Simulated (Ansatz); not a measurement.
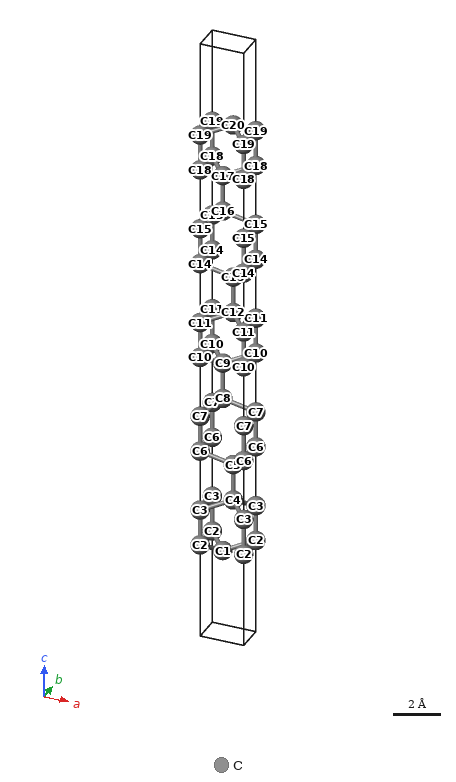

Fig. 1: The structure as given in the input (ball-and-stick view of the cell of the calculation, with the vacuum cut short, seen slightly off an axis; atoms are numbered from 1 in the order of the input). An atom can appear more than once, as a periodic image. Near neighbours in the periodic cell (some may lie outside the picture): C has 3 C at 1.54 Å; C has 4 C at 1.54 to 1.56 Å.

# C: a changed input and its effect

System: C (slab, 20 atoms in the cell).
Method of run 1: DFT PBEsol, scalar-relativistic, plane waves, PAW, no spin polarisation (Ansatz 0.2.0).

The structure derives from an entry of the Crystallography Open Database. Text and figures count atoms from 1; the logs count them from 0 in places.

The input, run 1:
```yaml
crystal:
  lattice:
    - [2.5053676368, 0.0, 0.0]
    - [-1.2526838184, 2.1697120193, 0.0]
    - [0.0, 0.0, 34.1007856675]
  atoms:
    - { symbol: C, position: [0.3333333333, 0.6666666667, 0.2199362816] }
    - { symbol: C, position: [0.0, 0.0, 0.2351067616] }
    - { symbol: C, position: [0.0, 0.0, 0.2801628792] }
    - { symbol: C, position: [0.6666666667, 0.3333333333, 0.2953333591] }
    - { symbol: C, position: [0.6666666667, 0.3333333333, 0.3411188714] }
    - { symbol: C, position: [0.0, 0.0, 0.3562893514] }
    - { symbol: C, position: [0.0, 0.0, 0.401345469] }
    - { symbol: C, position: [0.3333333333, 0.6666666667, 0.416515949] }
    - { symbol: C, position: [0.3333333333, 0.6666666667, 0.4623014612] }
    - { symbol: C, position: [0.0, 0.0, 0.4774719412] }
    - { symbol: C, position: [0.0, 0.0, 0.5225280588] }
    - { symbol: C, position: [0.6666666667, 0.3333333333, 0.5376985388] }
    - { symbol: C, position: [0.6666666667, 0.3333333333, 0.583484051] }
    - { symbol: C, position: [0.0, 0.0, 0.598654531] }
    - { symbol: C, position: [0.0, 0.0, 0.6437106486] }
    - { symbol: C, position: [0.3333333333, 0.6666666667, 0.6588811286] }
    - { symbol: C, position: [0.3333333333, 0.6666666667, 0.7046666409] }
    - { symbol: C, position: [0.0, 0.0, 0.7198371208] }
    - { symbol: C, position: [0.0, 0.0, 0.7648932384] }
    - { symbol: C, position: [0.6666666667, 0.3333333333, 0.7800637184] }
basis:
  ecutwfc: 420
kpoints:
  mp_grid: { grid: [12, 12, 1] }
hamiltonian:
  xc: pbesol
scf:
  occupations: { method: gaussian, width: 0.05 }
  n_extra_bands: 30
output:
  forces: true
  stress: true
  eigenvalues: true
efield:
  axis: 3
  dipole_correction: true
  ramp_width: 0.04
```

Launched with:
```bash
ansatz run input.yaml --threads 2 --pin off --max-ram 5120MiB --backend cpu --events-out ev --progress --plain --runs-dir out
```

Hardware: 2 threads of Arm Neoverse V1, 24 GiB of memory available, shared host.

Output, shortened to warnings, some set-up lines, iterations and results (run 1):
```
Basis set: ecut = 420 eV, 3575 PW (Γ), exchange–correlation on 36×36×480 points (8 copies of the dense FFT grid, shifted against one another)
Symmetry: 6 space group operations
k-points: 19 of 144 (time reversal used)
Initial density: superposition of atomic densities (neutral atoms: chi_scale 0, normalization atom), corrected by the library's trained network
[...]
SCF iter   1: F=—  HF=-4928.077834 eV  |F-HF|=—  |Δ(HF+E_count)|=         —  Δρ=1.46e-2  dr2=9.86e-1  ethr=1.77e-3  p=0.000 e·Å  D=2.31e-13 V/Å  ΔV_dip=-0.00 eV  …
SCF iter   2: F=—  HF=-4928.001878 eV  |F-HF|=—  |Δ(HF+E_count)|=   7.60e-2  Δρ=8.26e-3  dr2=4.24e-1  ethr=1.23e-3  p=-0.000 e·Å  D=-1.19e-5 V/Å  ΔV_dip=0.00 eV  …
SCF iter   3: F=—  HF=-4928.064470 eV  |F-HF|=—  |Δ(HF+E_count)|=   6.26e-2  Δρ=9.25e-3  dr2=1.15e0  ethr=5.30e-4  p=-0.000 e·Å  D=-1.86e-6 V/Å  ΔV_dip=0.00 eV  …
SCF iter   4: F=—  HF=-4927.959122 eV  |F-HF|=—  |Δ(HF+E_count)|=   1.05e-1  Δρ=5.37e-3  dr2=1.79e-1  ethr=5.30e-4  p=-0.000 e·Å  D=-7.94e-6 V/Å  ΔV_dip=0.00 eV  …
SCF iter   5: F=—  HF=-4927.957023 eV  |F-HF|=—  |Δ(HF+E_count)|=   2.10e-3  Δρ=4.31e-3  dr2=1.20e-1  ethr=2.23e-4  p=-0.000 e·Å  D=-8.73e-6 V/Å  ΔV_dip=0.00 eV  …
[... 11 lines ...]
SCF iter  17: F=—  HF=-4927.936627 eV  |F-HF|=—  |Δ(HF+E_count)|=   9.44e-7  Δρ=8.63e-6  dr2=2.35e-7  ethr=5.28e-10  p=0.000 e·Å  D=1.33e-7 V/Å  ΔV_dip=-0.00 eV  …
SCF iter  18: F=—  HF=-4927.936628 eV  |F-HF|=—  |Δ(HF+E_count)|=   3.14e-7  Δρ=6.30e-6  dr2=1.72e-7  ethr=2.94e-10  p=0.000 e·Å  D=1.20e-7 V/Å  ΔV_dip=-0.00 eV  …
SCF iter  19: F=—  HF=-4927.936628 eV  |F-HF|=—  |Δ(HF+E_count)|=   8.77e-8  Δρ=5.22e-6  dr2=1.26e-7  ethr=2.15e-10  p=0.000 e·Å  D=9.03e-8 V/Å  ΔV_dip=-0.00 eV  …
SCF iter  20: F=-4927.936628 eV  HF=-4927.936628 eV  |F-HF|=4.56e-9  |Δ(HF+E_count)|=   1.86e-8  Δρ=3.12e-6  dr2=4.77e-8  ethr=1.25e-10  p=0.000 e·Å  D=6.80e-8 V/Å  …
SCF 1 converged in 20 iterations: F = -4927.936628 eV  dr2 = 4.77e-8
SCF converged after 20 iterations
Free energy (F): -4927.936628 eV
Harris-Foulkes:  -4927.936628 eV  (|F-HF|=4.56e-9)
Internal energy: -4927.915065 eV  (E = F + TS)
E sigma→0 (E₀):  -4927.925846 eV
Entropy (-TS):   -0.021563 eV (-1.078 meV/atom)
Fermi energy:    6.460058 eV
Dipole field:    D = 0.000006 V/Å  (p = 0.000006 e·Å, saw-weighted, corrected)
Work function:   Φ+ = 5.6181 eV   Φ− = 5.6183 eV
Levels:          The Fermi level and band energies are counted from a zero that moves with the ramp; work functions are not
--- Per-component energies (eV) ---
  E_band       = -264.361099
  E_kinetic    = 1834.653693
  E_local      = -95818.927488  (includes V_loc(G=0)·N_el)
  E_nonlocal   = 535.820329
  E_hartree    = 47259.875734
  E_xc         = -964.714497
  E_vxc        = -1200.948281  (∫ρ·V_xc dr)
  E_paw        = -1905.939796  (= ΣΔE_a)
  E_vpaw       = -134.673054  (= ΣTr[D̂ρ^β])
  E_aug_tail   = 0.000168  (compensation charges beyond the density's cutoff)
  E_efield     = 0.000000  (sawtooth field / dipole correction)
  E_vefield    = 0.000000  (∫n·V_field dr)
  E_ewald      = 44130.894782
  E_core_change = 0.422010  (= ΣΔE_core)
  E_smearing   = -0.021563  (= −TS)
  E_closure    = -0.000000  (closes the sum)
  Σ components = -4927.936628   (vs F -4927.936628, Δ=0.00e0)
--- Forces (eV/Å), atoms counted from 1 ---
  atom   1  C      0.00000000     0.00000000     4.24528955
  atom   2  C     -0.00000000    -0.00000000    -4.79754377
  atom   3  C      0.00000000     0.00000000     0.82508328
  atom   4  C      0.00000000    -0.00000000    -0.37596908
  atom   5  C      0.00000000    -0.00000000     0.16096620
  atom   6  C      0.00000000     0.00000000    -0.07857865
  atom   7  C      0.00000000    -0.00000000     0.03531845
  atom   8  C      0.00000000     0.00000000    -0.01980450
  atom   9  C      0.00000000     0.00000000     0.01267584
  atom  10  C      0.00000000    -0.00000000    -0.00888131
  atom  11  C      0.00000000     0.00000000     0.00889702
  atom  12  C      0.00000000    -0.00000000    -0.01253074
  atom  13  C      0.00000000    -0.00000000     0.01966098
  atom  14  C      0.00000000     0.00000000    -0.03539568
  atom  15  C      0.00000000    -0.00000000     0.07863892
  atom  16  C      0.00000000     0.00000000    -0.16096551
  atom  17  C      0.00000000     0.00000000     0.37596811
  atom  18  C     -0.00000000    -0.00000000    -0.82508395
  atom  19  C      0.00000000     0.00000000     4.79754679
  atom  20  C     -0.00000000    -0.00000000    -4.24529156
  max |Σ_I F_I| component: 3.79e-7 eV/Å
--- Stress (GPa, compression-positive) ---
        0.099422       0.000000       0.000000
        0.000000       0.099422       0.000000
[...]
```

For run 2 the input was changed thus:
```diff
-  ecutwfc: 420
+  ecutwfc: 700
-  n_extra_bands: 30
```

What does this change do to the results?

The free energy of run 2 is 4.1 meV per atom lower, which comes mainly from the change of cutoff or grids; a solver setting shouldn't move a converged energy. More plane waves can only lower the energy of a fixed Hamiltonian, so the higher cutoff gives the lower value. The SCF takes 19 iterations against 20. The plane waves at Γ go from 3575 to 7911. On the same kind of shared host run 2 took about 2.1 times as long.

Output, shortened to warnings, some set-up lines, iterations and results (run 2):
```
Basis set: ecut = 700 eV, 7911 PW (Γ), exchange–correlation on 48×48×600 points (8 copies of the dense FFT grid, shifted against one another)
Symmetry: 6 space group operations
k-points: 19 of 144 (time reversal used)
Initial density: superposition of atomic densities (neutral atoms: chi_scale 0, normalization atom), corrected by the library's trained network
[...]
SCF iter   1: F=—  HF=-4928.157830 eV  |F-HF|=—  |Δ(HF+E_count)|=         —  Δρ=1.46e-2  dr2=9.98e-1  ethr=1.77e-3  p=0.000 e·Å  D=2.42e-13 V/Å  ΔV_dip=-0.00 eV  …
SCF iter   2: F=—  HF=-4928.084014 eV  |F-HF|=—  |Δ(HF+E_count)|=   7.38e-2  Δρ=8.32e-3  dr2=4.32e-1  ethr=1.25e-3  p=-0.000 e·Å  D=-1.24e-5 V/Å  ΔV_dip=0.00 eV  …
SCF iter   3: F=—  HF=-4928.149993 eV  |F-HF|=—  |Δ(HF+E_count)|=   6.60e-2  Δρ=9.32e-3  dr2=1.19e0  ethr=5.40e-4  p=-0.000 e·Å  D=-7.83e-6 V/Å  ΔV_dip=0.00 eV  …
SCF iter   4: F=—  HF=-4928.042991 eV  |F-HF|=—  |Δ(HF+E_count)|=   1.07e-1  Δρ=5.48e-3  dr2=1.89e-1  ethr=5.40e-4  p=-0.000 e·Å  D=-3.02e-6 V/Å  ΔV_dip=0.00 eV  …
SCF iter   5: F=—  HF=-4928.037568 eV  |F-HF|=—  |Δ(HF+E_count)|=   5.42e-3  Δρ=4.37e-3  dr2=1.19e-1  ethr=2.36e-4  p=0.000 e·Å  D=8.37e-6 V/Å  ΔV_dip=-0.00 eV  …
[... 10 lines ...]
SCF iter  16: F=—  HF=-4928.017903 eV  |F-HF|=—  |Δ(HF+E_count)|=   8.26e-7  Δρ=1.81e-5  dr2=5.97e-7  ethr=1.94e-9  p=0.000 e·Å  D=2.72e-6 V/Å  ΔV_dip=-0.00 eV  …
SCF iter  17: F=—  HF=-4928.017903 eV  |F-HF|=—  |Δ(HF+E_count)|=   2.90e-7  Δρ=1.02e-5  dr2=2.79e-7  ethr=7.46e-10  p=0.000 e·Å  D=2.27e-6 V/Å  ΔV_dip=-0.00 eV  …
SCF iter  18: F=—  HF=-4928.017903 eV  |F-HF|=—  |Δ(HF+E_count)|=   1.57e-7  Δρ=7.05e-6  dr2=1.87e-7  ethr=3.49e-10  p=0.000 e·Å  D=1.93e-6 V/Å  ΔV_dip=-0.00 eV  …
SCF iter  19: F=-4928.017903 eV  HF=-4928.017903 eV  |F-HF|=2.34e-8  |Δ(HF+E_count)|=   8.03e-8  Δρ=3.73e-6  dr2=8.23e-8  ethr=1.25e-10  p=0.000 e·Å  D=1.48e-6 V/Å  …
SCF 1 converged in 19 iterations: F = -4928.017903 eV  dr2 = 8.23e-8
SCF converged after 19 iterations
Free energy (F): -4928.017903 eV
Harris-Foulkes:  -4928.017903 eV  (|F-HF|=2.34e-8)
Internal energy: -4927.996324 eV  (E = F + TS)
E sigma→0 (E₀):  -4928.007114 eV
Entropy (-TS):   -0.021579 eV (-1.079 meV/atom)
Fermi energy:    6.459305 eV
Dipole field:    D = -0.000043 V/Å  (p = -0.000044 e·Å, saw-weighted, corrected)
Work function:   Φ+ = 5.6182 eV   Φ− = 5.6167 eV
Levels:          The Fermi level and band energies are counted from a zero that moves with the ramp; work functions are not
--- Per-component energies (eV) ---
  E_band       = -264.334064
  E_kinetic    = 1834.145889
  E_local      = -95819.403202  (includes V_loc(G=0)·N_el)
  E_nonlocal   = 536.669518
  E_hartree    = 47260.003084
  E_xc         = -964.550161
  E_vxc        = -1200.733535  (∫ρ·V_xc dr)
  E_paw        = -1906.178264  (= ΣΔE_a)
  E_vpaw       = -134.947813  (= ΣTr[D̂ρ^β])
  E_aug_tail   = 0.000021  (compensation charges beyond the density's cutoff)
  E_efield     = 0.000000  (sawtooth field / dipole correction)
  E_vefield    = 0.000000  (∫n·V_field dr)
  E_ewald      = 44130.894782
  E_core_change = 0.422010  (= ΣΔE_core)
  E_smearing   = -0.021579  (= −TS)
  E_closure    = -0.000000  (closes the sum)
  Σ components = -4928.017903   (vs F -4928.017903, Δ=0.00e0)
--- Forces (eV/Å), atoms counted from 1 ---
  atom   1  C      0.00000000     0.00000000     4.24502985
  atom   2  C     -0.00000000    -0.00000000    -4.79614037
  atom   3  C      0.00000000     0.00000000     0.82538288
  atom   4  C      0.00000000    -0.00000000    -0.37499633
  atom   5  C      0.00000000    -0.00000000     0.16068395
  atom   6  C      0.00000000     0.00000000    -0.07970895
  atom   7  C     -0.00000000    -0.00000000     0.03638792
  atom   8  C      0.00000000     0.00000000    -0.01945076
  atom   9  C      0.00000000     0.00000000     0.01234438
  atom  10  C      0.00000000    -0.00000000    -0.01000422
  atom  11  C      0.00000000     0.00000000     0.00999565
  atom  12  C      0.00000000    -0.00000000    -0.01240765
  atom  13  C      0.00000000    -0.00000000     0.01951069
  atom  14  C      0.00000000     0.00000000    -0.03635741
  atom  15  C      0.00000000    -0.00000000     0.07969111
  atom  16  C      0.00000000     0.00000000    -0.16069071
  atom  17  C      0.00000000     0.00000000     0.37500871
  atom  18  C      0.00000000    -0.00000000    -0.82542000
  atom  19  C      0.00000000     0.00000000     4.79619603
  atom  20  C     -0.00000000    -0.00000000    -4.24503248
  max |Σ_I F_I| component: 2.23e-5 eV/Å
--- Stress (GPa, compression-positive) ---
        0.089682       0.000000       0.000000
        0.000000       0.089682       0.000000
[...]
```

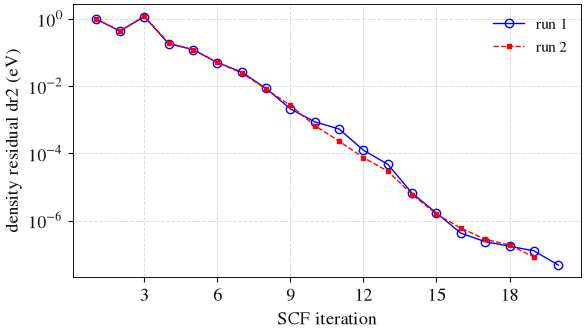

Fig. 2: Convergence of the two runs: density residual dr2 against the SCF iteration. Run 1 takes 20 iterations in all, and run 2 takes 19.

The two runs side by side:

| quantity | run 1 | run 2 |
| --- | --- | --- |
| outcome | converged | converged |
| free energy per atom (eV) | −246.3968 | −246.4009 |
| energy per atom, smearing taken to zero (eV) | −246.3963 | −246.4004 |
| gap on the mesh (eV) | 0.00 | 0.00 |
| work function (eV) | 5.62 | 5.62 |
| largest force (eV/Å) | 4.798 | 4.796 |
| SCF iterations | 20 | 19 |
| irreducible k-points | 19 | 19 |
| plane waves at Γ | 3575 | 7911 |
| wall time (shared host) | 21 s | 44 s |
